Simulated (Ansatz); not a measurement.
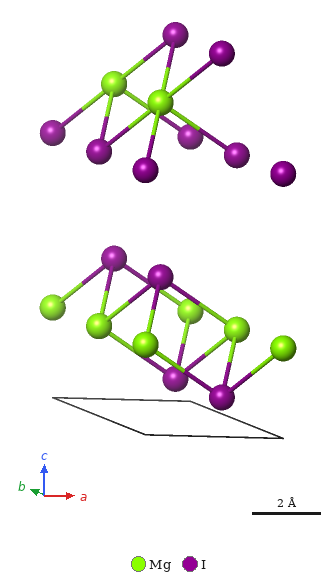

Normal modes of a free-standing layer of MgI$_{2}$ (a generated structure), space group P-3m1 (No. 164), at the zone centre. A ball-and-stick model of the 1 × 2 repeat of the cell, outlined in the plane, without the vacuum, seen slightly off an axis.

Theory: Ansatz 0.2.0, DFT PBE+D3(BJ), scalar-relativistic, plane waves, PAW.

The input:
```yaml
crystal:
  lattice:
    - [4.1290585595, -2.887e-07, 0.0]
    - [-2.0645290298, 3.5758697506, 0.0]
    - [0.0, 0.0, 44.206508]
  atoms:
    - { symbol: Mg, position: [0.0, 0.0, 0.1937457845] }
    - { symbol: Mg, position: [0.3333333333, 0.6666666667, 0.3491608821] }
    - { symbol: I, position: [0.3333333333, 0.6666666667, 0.231700793] }
    - { symbol: I, position: [0.6666666667, 0.3333333333, 0.1557174438] }
    - { symbol: I, position: [0.6666666667, 0.3333333333, 0.3871892228] }
    - { symbol: I, position: [0.0, 0.0, 0.3112058736] }
  periodic: [true, true, false]
basis:
  ecutwfc: 420
kpoints:
  mp_grid: { grid: [6, 6, 1] }
hamiltonian:
  xc: pbe
  dispersion: d3bj
scf:
  occupations: { method: fixed }
output:
  eigenvalues: true
phonons:
  method: dfpt
  eigenvectors: true
  qmesh: [3, 3, 1]
  temperatures: { t_max: 1000, t_step: 100 }
  qpath:
    path:
      - [[0.0, 0.0, 0.0], [0.5, 0.0, 0.0], [0.33333333, 0.33333333, 0.0], [0.0, 0.0, 0.0], [0.0, 0.0, 0.5], [0.5, 0.0, 0.5], [0.33333333, 0.33333333, 0.5], [0.0, 0.0, 0.5]]
      - [[0.5, 0.0, 0.5], [0.5, 0.0, 0.0]]
      - [[0.33333333, 0.33333333, 0.5], [0.33333333, 0.33333333, 0.0]]
    npoints: 8
```

Launched with:
```bash
ansatz run input.yaml --threads 4 --pin off --max-ram 8192MiB --backend cpu --events-out ev --progress --plain --runs-dir out
```

Frequencies are those without the non-analytic (LO–TO) term.

Question: Give the spectrum at this point.

Answer: The calculation's cell holds 6 atoms, so there are 15 optical modes, in 8 levels. The lowest is so near zero that its sign isn't certain.

| level | symmetry | frequency (cm⁻¹) | activity |
| --- | --- | --- | --- |
| 1 | E_g | 12 | Raman-active |
| 2 | A₁g | 24 | Raman-active |
| 3 | E_u | 62 | infrared-active |
| 4 | E_g | 63 | Raman-active |
| 5 | A₂u | 105 | infrared-active |
| 6 | A₁g | 108 | Raman-active |
| 7 | 4-fold | 175 | not assigned |
| 8 | doubly degenerate | 291 | not assigned |

The displacement patterns (one member of each degenerate set), 6 of the levels:

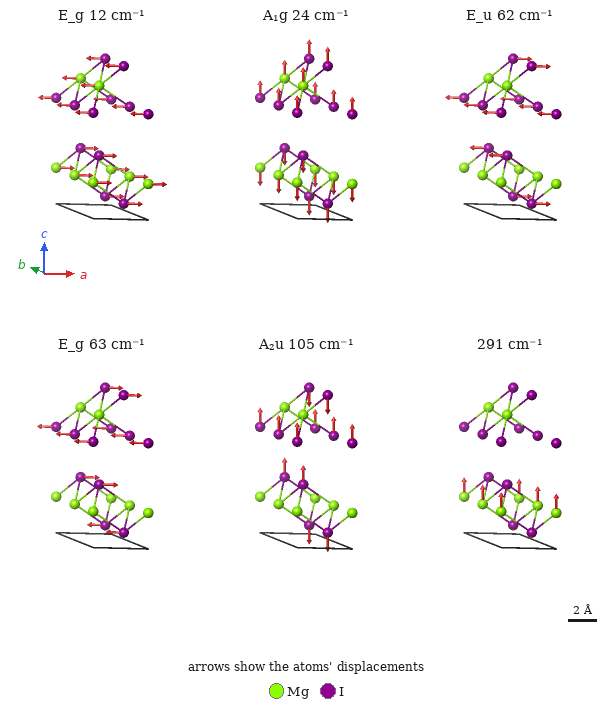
